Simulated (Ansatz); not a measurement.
NaI

Input file:

```
crystal:
  lattice:
    - [0.0, 3.5431926705, 3.5431926705]
    - [3.5431926705, 0.0, 3.5431926705]
    - [3.5431926705, 3.5431926705, 0.0]
  atoms:
    - { symbol: Na, position: [0.0, 0.0, 0.0] }
    - { symbol: I, position: [0.25, 0.25, 0.25] }
kpoints:
  mp_grid: { grid: [6, 6, 6] }
  band_path:
    path:
      - [0.0, 0.0, 0.0]
      - [-0.5, -0.5, 0.0]
      - [-0.375, -0.375, 0.25]
      - [-0.375, 0.0, 0.375]
      - [0.0, 0.0, 0.5]
      - [-0.5, -0.25, 0.25]
    npoints: 1
hamiltonian:
  xc: lda
scf:
  occupations: { method: fixed }
  n_extra_bands: 4
output:
  forces: true
  stress: true
  eigenvalues: true
  write_density: true
  write_potential: true
  elf: true
  volumetric_format: npy
```

Run with:

```sh
ansatz run input.yaml --threads 2 --pin off --max-ram 2211MiB --backend cpu --events-out ev --progress --plain --runs-dir out
```

Below, planes, directions and counts refer to the conventional cell (a = 7.09 Å, b = 7.09 Å, c = 7.09 Å, α = 90.00°, β = 90.00°, γ = 90.00°).

Space group F-43m; started from the zincblende prototype, which need not be the ambient phase.

Level of theory: DFT, LDA, plane waves, PAW (Ansatz 0.2.0).

What will maps of the valence pseudo-density and electron localisation function show?

Na–I (3.07 Å): ρ is about 0.17 e/Å³ halfway; the ELF peaks at about 0.80 in the valence shell of I, 1.3 Å from its nucleus, and falls to about 0 next to Na (a largely ionic contact).

Metal or insulator at this level of theory?

It is gapped, with a Kohn–Sham gap of 3.5 eV on the k-point mesh (the band edges may lie off the mesh, which would make the gap smaller).

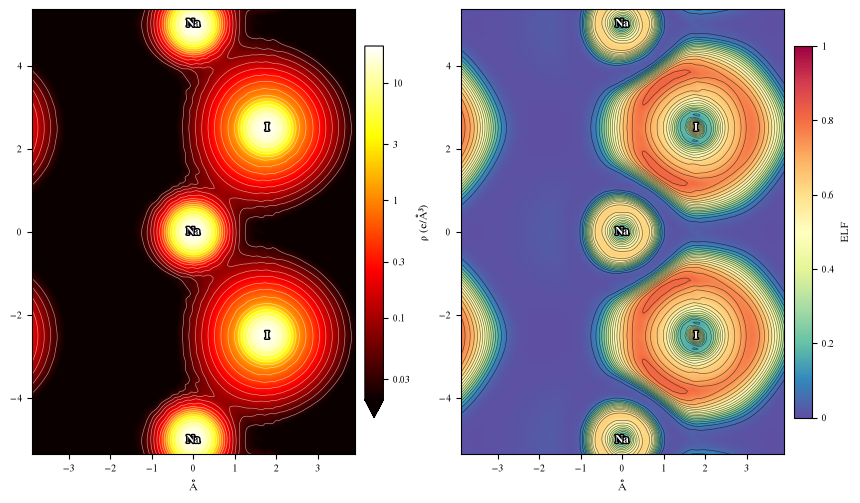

Computed valence pseudo-density and electron localisation function on the (011) plane of the conventional cell, in this order. 

Core electrons are frozen (PAW), and the valence fields are smoothed inside the atomic spheres.
